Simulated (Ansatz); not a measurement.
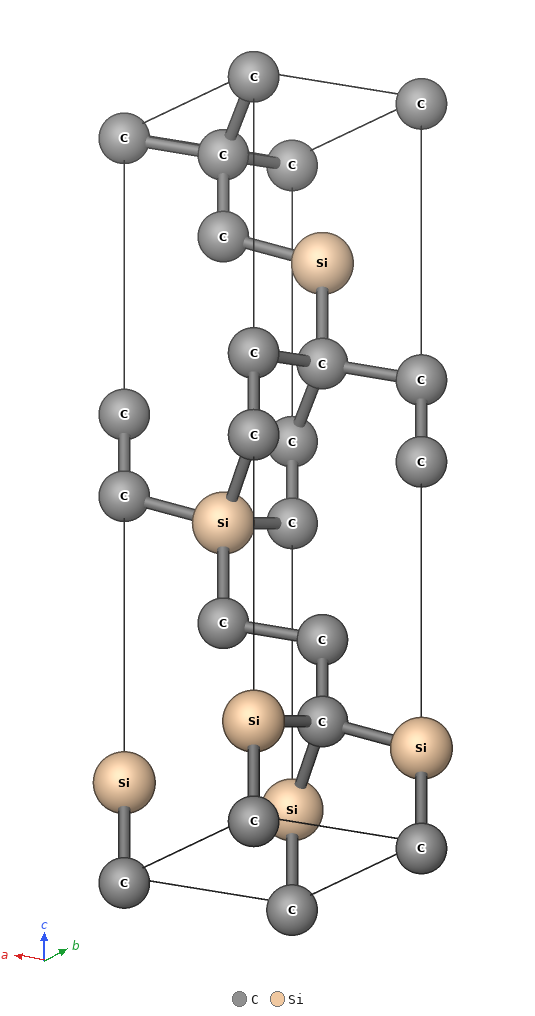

A ball-and-stick rendering, viewed from a general direction. The lines enclose the conventional unit cell; boundary atoms appear with their images.

SiC$_{3}$, space group R3m (No. 160), a = 2.83 Å, b = 2.83 Å, c = 14.01 Å, α = 90.00°, β = 90.00°, γ = 120.00°.

Run with G0W0 on PBE, plane waves, PAW in Ansatz and these settings: a 420 eV plane-wave basis, k-points about 0.43 Å⁻¹ apart, no spin polarisation.

Question: Is it conducting or gapped at this level?

Answer: A semiconductor at this level, with a gap of 1.59 eV, indirect; the smallest direct gap is 3.21 eV.

The initial geometry was a structure type filled with these elements by a generator (whether the compound takes this form wasn't checked). Earlier steps of the study, as a rule a relaxation of our own, may have changed the cell and positions, so they can lie some per cent off the listed ones. Ansatz was used for an electronic-structure calculation on it.
